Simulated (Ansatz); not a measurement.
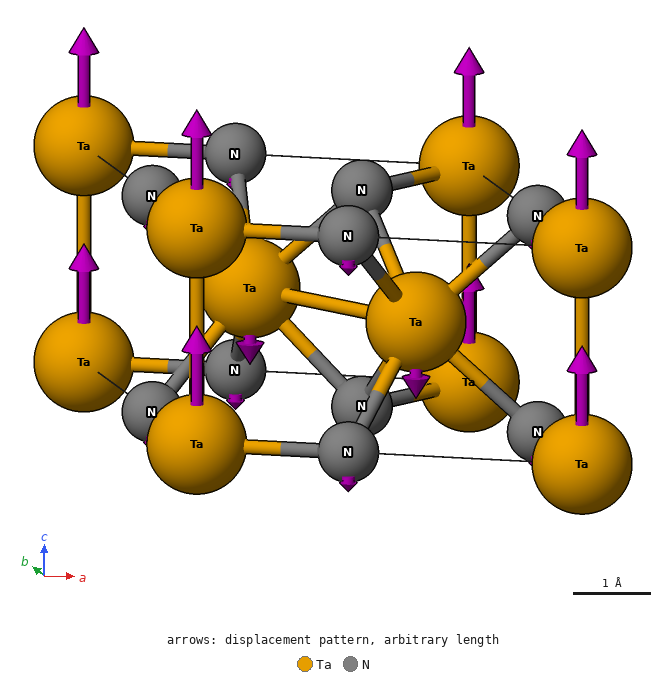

Lattice vibrations of a crystal of TaN, space group P-62m (No. 189), at the zone centre. The optical levels lie at 148, 187 (×2), 189, 229 (×2), 579 (×2), 595, 602 (×2), 620, 652 (×2), 704 cm⁻¹. One mode is drawn. Displacements are drawn as purple arrows; their common scale and sign are arbitrary. A ball-and-stick model of the cell of the calculation, seen slightly off an axis.

These are results of DFT PBEsol, scalar-relativistic, plane waves, PAW in Ansatz 0.2.0, not measurements. (plane-wave cutoff 420 eV; k-point mesh 12 × 12 × 16; occupations gaussian; smearing width 0.15 eV; no spin polarisation)

Which of these frequencies is the drawn mode's?

The level at 148 cm⁻¹. This is the A₂″ mode, the lowest optical level, infrared-active by symmetry. The Ta (1a) sublattice moves against the Ta (2d) and N sublattices, along c; it mainly bends the Ta–Ta, N–Ta bonds; the kinetic energy is shared as Ta 99 %, N 1 %. The crystal is a metal, so free carriers screen the infrared response.
